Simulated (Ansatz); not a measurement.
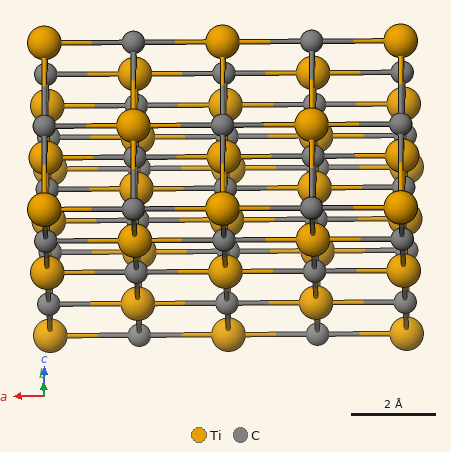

This is the input geometry for a relaxation of a crystal of TiC (set up in Fm-3m). Style: ball-and-stick. Shown: the conventional cell (4 times the calculation's cell), repeated 2 × 2 × 1 with one cell outlined, from a free direction. Lengths and directions refer to the drawn axes.

Method: DFT PBEsol, scalar-relativistic, plane waves, PAW; settings changed in Ansatz.

Input
```yaml
crystal:
  lattice:
    - [0.0, 2.1468003956, 2.1468003956]
    - [2.1468003956, 0.0, 2.1468003956]
    - [2.1468003956, 2.1468003956, 0.0]
  atoms:
    - { symbol: Ti, position: [0.0, 0.0, 0.0] }
    - { symbol: C, position: [0.5, 0.5, 0.5] }
basis:
  ecutwfc: 420
  ecutrho_ratio: 12
kpoints:
  mp_grid: { grid: [16, 16, 16] }
hamiltonian:
  xc: pbesol
scf:
  occupations: { method: fermi_dirac, width: 0.15 }
output:
  forces: true
  eigenvalues: true
  stress: true
relax:
  adjacent_minimum: "off"
  f_tol: 0.001
  max_steps: 60
  cell: { stress_tol: 0.02, p_target: 7.0 }
```

Run as
```bash
ansatz run input.yaml --threads 1 --pin off --max-ram 3072MiB --backend cpu --events-out ev --progress --plain --runs-dir out
```

### What does the optimiser find from here?

Over 4 accepted moves (6 points after the start) the energy rises by 5.2 meV per atom. With the target pressure of 7 GPa, the enthalpy E + pV changes by −5.4 meV per atom. All forces vanish by symmetry, so only the cell relaxes. Pressure: 0.01 GPa at the start and 7.00 GPa at the end. At 2 points the geometry stayed and the basis and grid were re-selected for the new cell (energy shift of 0.4 meV per atom at most each time). No atom moves by more than 0.005 Å relative to the cell. The drawn cell changes as follows: a = b = c 4.294 → 4.258 Å (−0.8 %); the volume changes by −2.5 %. Among the contacts that change: Ti1–Ti1 3.036 → 3.011 Å, Ti1–C2 2.147 → 2.129 Å. The space group stays Fm-3m (No. 225). Cost: 13 s on 1 thread of Intel(R) Xeon(R) Platinum 8488C (Sapphire Rapids) (shared host), peak memory 0.45 GiB.

History of the run:

```tsv
step	E − E(0), meV/atom	pressure, GPa	volume, Å³/atom	note
0	0.00	0.01	9.894	
1	3.89	6.33	9.674	
2	4.80	7.02	9.652	
3	4.77	7.00	9.652	
4	5.15	6.95	9.652	same geometry, new basis
5	5.22	7.00	9.651	
6	5.22	7.00	9.651	same geometry, new basis
```
